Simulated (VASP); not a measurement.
**Two runs on C**

System: C (4 atoms in the cell).
Method of run A: Kohn-Sham DFT of a periodic cell, SCAN with rVV10, VASP PAW PBE potentials, recommended, no spin polarisation (VASP 6.6.1).

The structure was built on a prototype by a generator; it need not be a known phase. 

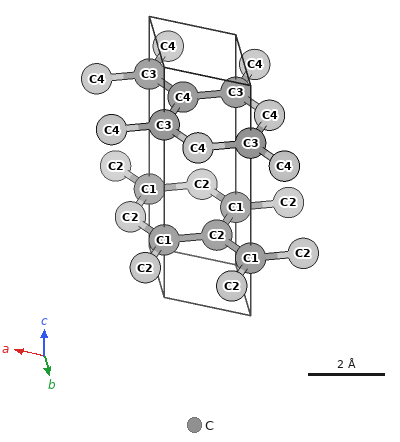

The input geometry (ball-and-stick view of the cell of the calculation, seen at an oblique angle; neighbours outside the cell are drawn fainter; atoms are numbered from 1 in the order of the input). Near neighbours in the crystal (not all of them lie inside the picture): C has 3 C at 1.42 Å.

**INCAR, run A**
```
PREC = Accurate ; ENCUT = 520
EDIFF = 1E-7 ; ISMEAR = -1
SIGMA = 0.05 ; LREAL = False
LASPH = True ; NELM = 80
ALGO = Normal ; ISIF = 2
LWAVE = False ; LCHARG = False
METAGGA = SCAN ; LMIXTAU = True
LUSE_VDW = True ; IVDW_NL = 2
BPARAM = 15.7 ; CPARAM = 0.0093
```

**KPOINTS, run A**
```
regular mesh
0
Gamma
  16 16 4
```

**POSCAR, run A**
```
C
1.0
    2.4610000000      0.0000000000      0.0000000000
   -1.2305000000      2.1312885187      0.0000000000
    0.0000000000      0.0000000000      7.3788000000
C
4
Direct
    0.0000000000      0.0000000000      0.2500000000
    0.3333333333      0.6666666667      0.2500000000
    0.0000000000      0.0000000000      0.7500000000
    0.6666666667      0.3333333333      0.7500000000
```

Launched with:
```bash
cat potpaw_PBE.64/C/POTCAR > POTCAR
mpirun -np 1 vasp_std > vasp.out
```

Hardware: 1 thread of Intel Xeon (Sapphire Rapids), 192 GiB of memory available, shared host.

**OSZICAR and lines of OUTCAR (run A)**
```
N       E                     dE             d eps       ncg     rms          rms(c)
DAV:   1     0.464691561065E+02    0.46469E+02   -0.84281E+03  2176   0.125E+03
DAV:   2    -0.420755186668E+02   -0.88545E+02   -0.80115E+02  3012   0.233E+02
DAV:   3    -0.461605765326E+02   -0.40851E+01   -0.40518E+01  2708   0.511E+01
DAV:   4    -0.462112861459E+02   -0.50710E-01   -0.50637E-01  2676   0.658E+00
DAV:   5    -0.462124775568E+02   -0.11914E-02   -0.11906E-02  2736   0.967E-01    0.848E+00
DAV:   6    -0.419790695443E+02    0.42334E+01   -0.22140E+00  2528   0.117E+01    0.597E+00
DAV:   7    -0.381945899163E+02    0.37845E+01   -0.56557E-01  2456   0.880E+00    0.124E+00
[...]
DAV:  19    -0.401359408798E+02   -0.23493E-05   -0.10578E-05  2696   0.495E-02    0.190E-03
DAV:  20    -0.401359529534E+02   -0.12074E-04   -0.18494E-06  2380   0.195E-02    0.869E-04
DAV:  21    -0.401359497415E+02    0.32119E-05   -0.11888E-06  2392   0.158E-02    0.719E-04
DAV:  22    -0.401359492052E+02    0.53634E-06   -0.59607E-08  1912   0.439E-03    0.611E-04
DAV:  23    -0.401359488894E+02    0.31581E-06   -0.24717E-08  1668   0.197E-03    0.507E-04
DAV:  24    -0.401359481897E+02    0.69967E-06   -0.10236E-07  1596   0.493E-03    0.125E-04
DAV:  25    -0.401359488929E+02   -0.70319E-06   -0.20174E-08  1540   0.179E-03    0.155E-04
DAV:  26    -0.401359486472E+02    0.24567E-06   -0.17145E-08  1532   0.181E-03    0.710E-05
DAV:  27    -0.401359486595E+02   -0.12295E-07   -0.87069E-10  1316   0.425E-04
   1 F= -.40135949E+02 E0= -.40135947E+02  d E =-.323908E-05
[... from OUTCAR:]
  free energy    TOTEN  =       -40.13594866 eV
  energy without entropy =      -40.13594542  energy(sigma->0) =      -40.13594704
 E-fermi :   3.9190     XC(G=0): -10.5001     alpha+bet :-10.3583
  free  energy   TOTEN  =       -40.1359486595 eV
  energy  without entropy=      -40.1359454205  energy(sigma->0) =      -40.13594704
```

The input of run B differs as follows (lines with − go, lines with + come):
```diff
-LUSE_VDW = True ; IVDW_NL = 2
-BPARAM = 15.7 ; CPARAM = 0.0093
```

How does run B compare with run A?

The total energies belong to different models, so their difference says nothing on which is more stable or more accurate. The pressure goes from −3.07 to −2.70 GPa. The number of SCF iterations is the same. On the same kind of shared host run B took about 0.68 times as long.

**OSZICAR and lines of OUTCAR (run B)**
```
N       E                     dE             d eps       ncg     rms          rms(c)
DAV:   1     0.463464669149E+02    0.46346E+02   -0.84345E+03  2176   0.125E+03
DAV:   2    -0.423175402850E+02   -0.88664E+02   -0.80279E+02  3012   0.234E+02
DAV:   3    -0.464056406012E+02   -0.40881E+01   -0.40544E+01  2704   0.511E+01
DAV:   4    -0.464566075681E+02   -0.50967E-01   -0.50891E-01  2668   0.660E+00
DAV:   5    -0.464578082359E+02   -0.12007E-02   -0.11999E-02  2732   0.971E-01    0.849E+00
DAV:   6    -0.422145528703E+02    0.42433E+01   -0.22208E+00  2536   0.118E+01    0.597E+00
DAV:   7    -0.384216096921E+02    0.37929E+01   -0.56771E-01  2428   0.881E+00    0.124E+00
[...]
DAV:  19    -0.403713659432E+02   -0.15223E-04   -0.17962E-05  2604   0.687E-02    0.162E-03
DAV:  20    -0.403713747916E+02   -0.88484E-05   -0.19802E-06  2492   0.198E-02    0.781E-04
DAV:  21    -0.403713733498E+02    0.14418E-05   -0.10589E-06  2400   0.144E-02    0.537E-04
DAV:  22    -0.403713728199E+02    0.52985E-06   -0.10819E-07  1868   0.609E-03    0.421E-04
DAV:  23    -0.403713726750E+02    0.14498E-06   -0.20555E-08  1732   0.187E-03    0.353E-04
DAV:  24    -0.403713719858E+02    0.68917E-06   -0.13865E-07  1600   0.542E-03    0.118E-04
DAV:  25    -0.403713729406E+02   -0.95485E-06   -0.33652E-08  1588   0.240E-03    0.105E-04
DAV:  26    -0.403713726908E+02    0.24987E-06   -0.12567E-08  1516   0.150E-03    0.644E-05
DAV:  27    -0.403713726496E+02    0.41224E-07   -0.89411E-10  1328   0.458E-04
   1 F= -.40371373E+02 E0= -.40371371E+02  d E =-.312540E-05
[... from OUTCAR:]
  free energy    TOTEN  =       -40.37137265 eV
  energy without entropy =      -40.37136952  energy(sigma->0) =      -40.37137109
 E-fermi :   3.9251     XC(G=0): -10.4408     alpha+bet :-10.3583
  free  energy   TOTEN  =       -40.3713726496 eV
  energy  without entropy=      -40.3713695242  energy(sigma->0) =      -40.37137109
```

**The two runs side by side**

| quantity | run A | run B |
| --- | --- | --- |
| outcome | converged | converged |
| free energy per atom (eV) | −10.0340 | −10.0928 |
| gap on the mesh (eV) | 0.87 | 0.87 |
| pressure (GPa) | −3.07 | −2.70 |
| largest force (eV/Å) | 0.000 | 0.000 |
| SCF iterations | 27 | 27 |
| irreducible k-points | 90 | 90 |
| plane waves at Γ | 1066 | 1066 |
